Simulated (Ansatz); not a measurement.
Input file:

```
crystal:
  lattice:
    - [-1.6277856612, 1.6277856612, 3.9491074594]
    - [1.6277856612, -1.6277856612, 3.9491074594]
    - [1.6277856612, 1.6277856612, -3.9491074594]
  atoms:
    - { symbol: Si, position: [0.3351774603, 0.3351774603, 0.0] }
    - { symbol: Si, position: [0.6648225397, 0.6648225397, 0.0] }
    - { symbol: W, position: [0.0, 0.0, 0.0] }
basis:
  ecutwfc: 500
  ecutrho_ratio: 4
kpoints:
  mp_grid: { grid: [14, 14, 14] }
hamiltonian:
  xc: r2scan
scf:
  occupations: { method: gaussian, width: 0.05 }
output:
  forces: true
  stress: true
  eigenvalues: true
  write_density: true
  write_potential: true
  elf: true
  volumetric_format: npy
relax:
  f_tol: 0.01
  max_steps: 40
  cell: { stress_tol: 0.1, fix: [volume] }
```

Launched as:

```sh
ansatz run input.yaml --threads 4 --pin off --max-ram 7168MiB --backend cpu --events-out ev --progress --plain --runs-dir out
```

Below, planes, directions and counts refer to the conventional cell (a = 3.26 Å, b = 3.26 Å, c = 7.89 Å, α = 90.00°, β = 90.00°, γ = 90.00°).

Space group I4/mmm; started from the Si2W prototype; changed on purpose from its base cell (volume × 1.040); computed pressure about −8 GPa in this cell.

Method: DFT r2SCAN, scalar-relativistic, plane waves, PAW in Ansatz 0.2.0.

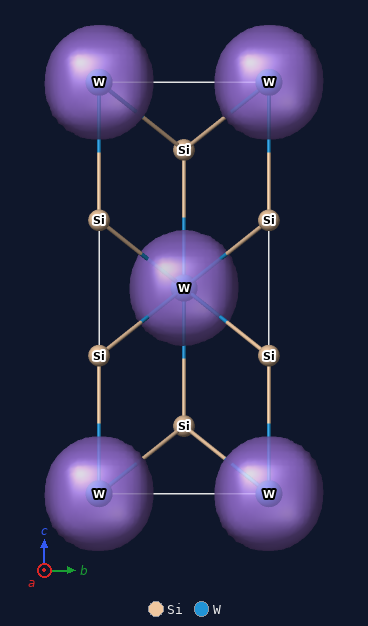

Si2W. Isosurface of the valence electron density at 0.5 e/Å³ (purple), seen along the a axis. Sticks mark near contacts.

The density is the valence pseudo-density of a PAW calculation; it isn't the true density close to the nuclei.

Q: What does this surface tell about the bonding?

A: At this value the density breaks into separate islands; it holds about 50 % of the electrons treated as valence (semicore included). It bridges none of the near contacts. It is pinched off along the sampled Si–W (2.64 Å) contacts. On the grid the lowest density along these lines, outside the cores, is 0.4 e/Å³ (Si–W, 2.64 Å).
